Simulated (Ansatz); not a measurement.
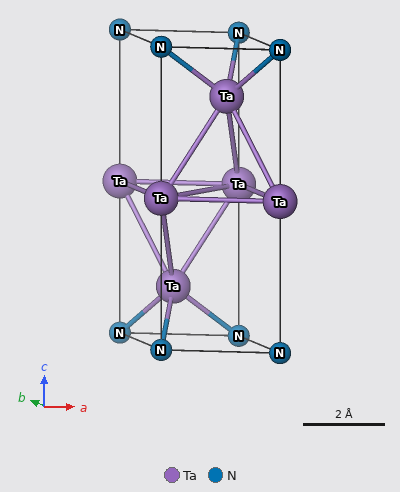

Fig. 1: The structure as given in the input (ball-and-stick view of the cell of the calculation, seen slightly off an axis). An atom can appear more than once, as a periodic image.

# Ta3N: single-point calculation

Ta3N (4 atoms in the cell), computed with DFT r2SCAN, scalar-relativistic, plane waves, PAW, no spin polarisation (Ansatz 0.2.0).

The structure derives from a Materials Project entry.

**The input**
```yaml
crystal:
  lattice:
    - [2.9904790395, 0.0, 0.0]
    - [-1.4952395198, 2.5898308177, 0.0]
    - [0.0, 0.0, 7.6030441739]
  atoms:
    - { symbol: Ta, position: [0.0, 0.0, 0.5] }
    - { symbol: Ta, position: [0.3333333333, 0.6666666667, 0.1755176138] }
    - { symbol: Ta, position: [0.6666666667, 0.3333333333, 0.8244823862] }
    - { symbol: "N", position: [0.0, 0.0, 0.0] }
basis:
  ecutwfc: 500
kpoints:
  mp_grid: { grid: [24, 24, 8] }
hamiltonian:
  xc: r2scan
scf:
  occupations: { method: gaussian, width: 0.15 }
output:
  forces: true
  stress: true
  eigenvalues: true
```

Launched with:
```bash
ansatz run input.yaml --threads 1 --pin off --max-ram 2560MiB --backend cpu --events-out ev --progress --plain --runs-dir out
```

**Output**
```
Engine: ansatz 0.2.0, x86_64-unknown-linux-gnu
Pseudopotentials: kind: paw
Pseudopotential: Ta, paw, valence charge 13, recommended cutoff 500 eV (meta_gga), Ta.paw.azcp
Pseudopotential: N, paw, valence charge 5, recommended cutoff 500 eV (meta_gga), N.paw.azcp
Functional definition: r2SCAN
  parameter k0 = 0.174
  parameter k1 = 0.065
  parameter a1 = 4.9479
  exchange = r2scan_x(k0 = k0, k1 = k1, a1 = a1)
  correlation = r2scan_c
Crystal: 4 atoms, lattice volume = 58.884 Å³
Basis set: ecut = 500 eV, 1515 PW (Γ), exchange–correlation on 96×96×240 points (64 copies of the dense FFT grid, shifted against one another)
Bands: 27, of which v1, the nominal top of the filled ones, is band 22 counted from 1 (21 counted from 0)
Symmetry: 12 space group operations
Space group: P-3m1 (ITA 164), of the structure as read, at distance tolerance 3.9e-5 Å
k-points: 449 of 4608
Non-local potential: Ta, projectors of the file, l = 0: 3, l = 1: 2, l = 2: 2, l = 3: 1
Non-local potential: N, projectors of the file, l = 0: 2, l = 1: 2, l = 2: 1
PAW form: soft (Blöchl's): semilocal exchange-correlation on the pseudo side does not see the compensation charge
PAW frozen core: Ta, regenerated for the run's functional (the file was generated under x = pbe(κ = 0.804, μ = 0.2195149727645171), c = pbe(β = 0.06672455060314922))
PAW frozen core: N, regenerated for the run's functional (the file was generated under x = pbe(κ = 0.804, μ = 0.2195149727645171), c = pbe(β = 0.06672455060314922))
PAW one-centre angular grid: Ta, 590 points (default); XC on 160 Gauss nodes
PAW one-centre angular grid: N, 302 points (default); XC on 160 Gauss nodes
Initial density: superposition of atomic densities (neutral atoms: chi_scale 0, normalization atom), corrected by the library's trained network
Initial wavefunctions: pseudopotential atomic-orbital guess
Functional: x = r2scan, c = r2scan; τ floored in thin density (d = 2e-4 eV/Å³)
SCF iter   1: F=—  HF=-30219.838107 eV  |F-HF|=—  |Δ(HF+E_count)|=         —  Δρ=1.11e-2  dr2=8.77e-2  dr2_τ=1.80e-1  ethr=1.77e-3  ⟨swp⟩=5.0  Hψ=51250  notcnv=0
preconditioner: auto → Kerker (q_TF=auto, 2.599 Å⁻¹)  [metal: Δε(μ)=0.001 eV  Ē_g=7.339 eV  σ=0.150 eV  W_gap=0.00  n_scr=24 (ndim 8)  ℏωp=21.6 eV  f_vac=0.000  D(μ)=3.09/eV (n_scr^D=36)]
SCF iter   2: F=—  HF=-30219.944887 eV  |F-HF|=—  |Δ(HF+E_count)|=   1.07e-1  Δρ=7.49e-3  dr2=2.50e-2  dr2_τ=1.69e-3  ethr=1.99e-4  ⟨swp⟩=2.3  Hψ=19076  notcnv=0
SCF iter   3: F=—  HF=-30219.947747 eV  |F-HF|=—  |Δ(HF+E_count)|=   2.86e-3  Δρ=3.03e-3  dr2=5.43e-3  dr2_τ=1.09e-3  ethr=5.69e-5  ⟨swp⟩=2.0  Hψ=16119  notcnv=0
SCF iter   4: F=—  HF=-30219.947437 eV  |F-HF|=—  |Δ(HF+E_count)|=   3.10e-4  Δρ=9.56e-4  dr2=9.05e-4  dr2_τ=1.28e-4  ethr=1.23e-5  ⟨swp⟩=2.0  Hψ=15999  notcnv=0
SCF iter   5: F=—  HF=-30219.947436 eV  |F-HF|=—  |Δ(HF+E_count)|=   1.24e-6  Δρ=4.26e-4  dr2=2.25e-4  dr2_τ=3.45e-6  ethr=2.06e-6  ⟨swp⟩=2.0  Hψ=12654  notcnv=0
SCF iter   6: F=—  HF=-30219.947439 eV  |F-HF|=—  |Δ(HF+E_count)|=   3.42e-6  Δρ=1.53e-4  dr2=1.80e-5  dr2_τ=4.36e-7  ethr=5.11e-7  ⟨swp⟩=2.3  Hψ=15635  notcnv=0
SCF iter   7: F=—  HF=-30219.947443 eV  |F-HF|=—  |Δ(HF+E_count)|=   3.28e-6  Δρ=2.71e-5  dr2=1.85e-6  dr2_τ=9.80e-8  ethr=4.10e-8  ⟨swp⟩=2.0  Hψ=16642  notcnv=0  defer=2
SCF iter   8: F=-30219.947443 eV  HF=-30219.947443 eV  |F-HF|=2.97e-9  |Δ(HF+E_count)|=   6.57e-8  Δρ=5.58e-6  dr2=1.98e-8  dr2_τ=1.58e-9  ethr=2.27e-10  ⟨swp⟩=4.0  Hψ=49954  notcnv=0
SCF 1 converged in 8 iterations: F = -30219.947443 eV  dr2 = 1.98e-8
  greatest PAW one-centre occupation: 0.998 electrons in one spin orbital (limit 2), on the Ta atom at site 0 (counted from 0), in its partial waves of l = 0
SCF converged after 8 iterations
Free energy (F): -30219.947443 eV
Harris-Foulkes:  -30219.947443 eV  (|F-HF|=2.97e-9)
Internal energy: -30219.912112 eV  (E = F + TS)
E sigma→0 (E₀):  -30219.929778 eV
Entropy (-TS):   -0.035330 eV (-8.833 meV/atom)
Fermi energy:    19.135480 eV
--- Per-component energies (eV) ---
  E_band       = -326.444575
  E_kinetic    = 1234.070638
  E_local      = -1853.145329  (includes V_loc(G=0)·N_el)
  E_nonlocal   = 87.827539
  E_hartree    = 649.521344
  E_xc         = -674.009852
  E_vxc        = -751.528871  (∫ρ·V_xc dr)
  E_paw        = -25397.638824  (= ΣΔE_a)
  E_vpaw       = -380.769804  (= ΣTr[D̂ρ^β])
  E_aug_tail   = 0.000277  (compensation charges beyond the density's cutoff)
  E_vtau       = 38.058557  (kinetic-family band-sum trace: ∫τ·v_τ [+ j·A + Jᵃ·Aᵃ] dr)
  E_ewald      = -4264.239500
  E_core_change = -2.298405  (= ΣΔE_core)
  E_smearing   = -0.035330  (= −TS)
  E_closure    = -0.000000  (closes the sum)
  Σ components = -30219.947443   (vs F -30219.947443, Δ=0.00e0)
--- Forces (eV/Å), atoms counted from 1 ---
  atom   1  Ta     0.00000000     0.00000000     0.00000000
  atom   2  Ta     0.00000000     0.00000000    -0.00186469
  atom   3  Ta    -0.00000000    -0.00000000     0.00186469
  atom   4  N     -0.00000000    -0.00000000     0.00000000
  max |Σ_I F_I| component: 9.25e-18 eV/Å
--- Stress (GPa, compression-positive) ---
        0.018430       0.000000       0.000000
        0.000000       0.018430      -0.000000
        0.000000      -0.000000       0.033966
  P = ⅓ Tr σ = 0.0236 GPa (0.236 kbar)
--- Band table (eV; the first three rows and the last of 449) ---
  k-point 0: bands = ["-51.0090", "-50.9838", "-50.4035", "-17.2132", "-16.9451", "-16.5105", "-16.5105", "-16.4887", "-16.4887", "-16.0797", "-15.8499", "-15.8499", "1.0011", "10.2311", "11.8965", "13.6776", "13.6776", "15.1892", "17.4445", "18.6677", "18.8530", "18.8530", "19.5821", "19.5821", "19.9432", "21.0903", "21.0903"]
  k-point 1: bands = ["-51.0088", "-50.9840", "-50.4035", "-17.2332", "-16.9164", "-16.5109", "-16.5109", "-16.4882", "-16.4882", "-16.0886", "-15.8499", "-15.8499", "1.0036", "10.1697", "11.9937", "13.6767", "13.6767", "15.1605", "17.4408", "18.5638", "18.8773", "18.8773", "19.6101", "19.6101", "20.0017", "21.0099", "21.0099"]
  k-point 2: bands = ["-51.0083", "-50.9845", "-50.4034", "-17.2712", "-16.8562", "-16.5118", "-16.5118", "-16.4872", "-16.4872", "-16.1114", "-15.8499", "-15.8499", "1.0098", "10.0407", "12.2160", "13.6748", "13.6748", "15.0808", "17.4564", "18.3195", "18.9411", "18.9411", "19.6828", "19.6828", "20.1190", "20.8302", "20.8302"]
  k-point 448: bands = ["-50.9228", "-50.9228", "-50.3348", "-17.2333", "-17.1226", "-17.1226", "-17.0561", "-16.7992", "-16.7992", "-16.3638", "-16.3638", "-16.0851", "1.9801", "11.6065", "11.6065", "12.6595", "16.4819", "16.4819", "16.5441", "17.5444", "17.5444", "17.6763", "19.6930", "19.6930", "22.4663", "22.4663", "23.9266"]
```

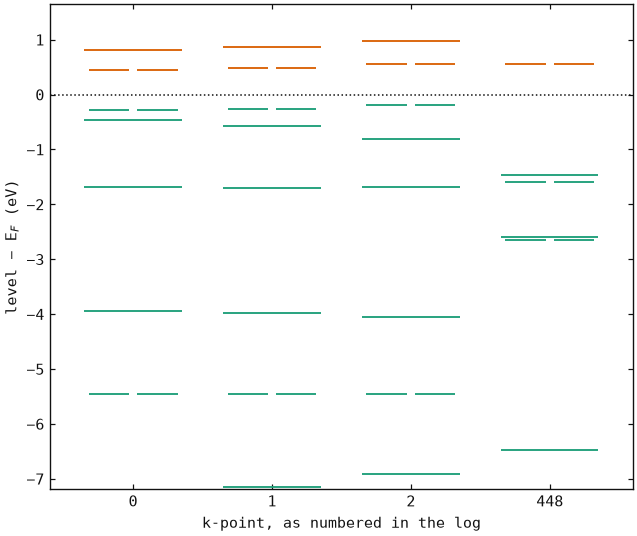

Fig. 2: Kohn–Sham levels near the Fermi level (dotted) at the few k-points that the log prints; levels within 0.02 eV of each other stand side by side. The system is metallic on the full mesh.

**Results in brief**

```tsv
quantity	value
outcome	converged
space group (tolerance 0.01 Å)	P-3m1 (164)
electrons treated	44
free energy	−30219.9474 eV
Fermi energy	19.135 eV
gap on the k-point mesh	none (metallic)
pressure	0.02 GPa
largest force (length of the vector)	0.002 eV/Å
hardware	1 thread of Intel Xeon @ 2.50GHz (Skylake/Cascade Lake), 189 GiB of memory available, shared host
wall time	2.1 min
peak memory	1 GiB
```

**Notes**

Spin–orbit coupling is left out, which matters for Ta.
